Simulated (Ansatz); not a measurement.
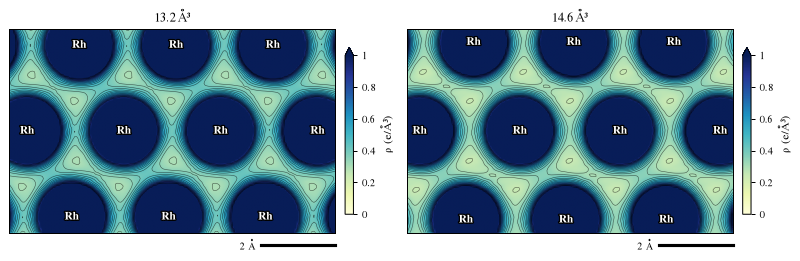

Rh. The valence charge density (pseudo) of cells scaled evenly to different volumes (given per atom above each panel), on the (100) plane of each (indices in the axes of the cell below), at one length scale and on one colour scale.

Computed without spin polarisation; PAW files of the earlier set (soft_1).

These are results of DFT LDA, scalar-relativistic, plane waves, PAW in Ansatz, not measurements.

The largest cell:

```
CELL_PARAMETERS angstrom
0.00000 1.99213 1.84411
1.99213 0.00000 1.84411
1.99213 1.99213 0.00000
ATOMIC_POSITIONS crystal
Rh 0.00000 0.00000 0.00000
```

| volume (Å³/atom) | Rh–Rh contact in the plane (Å) | ρ at its midpoint (e/Å³) | pressure (GPa) | 
| --- | --- | --- | --- |
| 13.23 | 2.624 | 0.417 | 1.0 | 
| 13.93 | 2.670 | ? | ? | 
| 14.64 | 2.715 | 0.357 | −24.0 | 

Question: What values belong in the row with question marks?

Answer: Over the known rows ln ρ falls by 1.71 per Å of Rh–Rh distance (the line through the two), which gives 0.386 e/Å³ at 2.670 Å; the calculation gives 0.387 e/Å³. For the pressure, a straight line in volume between the neighbouring rows gives −11.4 GPa; the calculation gives −13.6, lower because pressure rises ever faster on compression.
